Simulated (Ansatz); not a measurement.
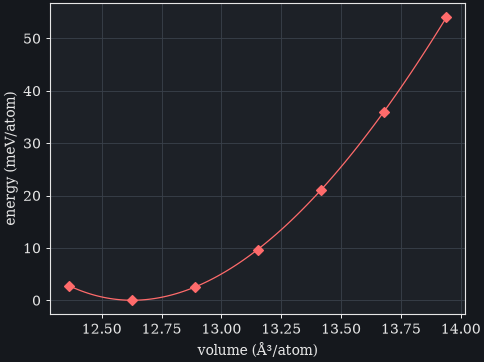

The plot gives the computed energy against volume.

How it was computed, with Ansatz 0.2.0: all-electron LAPW DFT, no spin polarisation; energies at scaled volumes of the given cell, shape and fractions fixed, counted from the fit's minimum, third-order Birch-Murnaghan fit. Level: PBEsol.

For which of these solids was it computed?
A. PbO₂, Fm-3m (No. 225)
B. SrCl₂, Fm-3m (No. 225)
C. PbS, P-6m2 (No. 187)

A, PbO₂: energy from 0.01 meV/atom to 54.06 meV/atom, V0 12.63 Å³/atom, B0 155 GPa. The others give: PbS, energy from 0.09 meV/atom to 54.60 meV/atom, V0 25.91 Å³/atom, B0 53.5 GPa; SrCl₂, energy from 0.29 meV/atom to 23.41 meV/atom, V0 27.47 Å³/atom, B0 38 GPa.

For PbO₂, limits of the calculation: spin-orbit coupling left out, heavy elements.

For PbS, limits of the calculation: spin-orbit coupling left out, heavy elements; shape and atomic fractions are frozen while scaling, which makes layered, chain and framework solids too stiff.
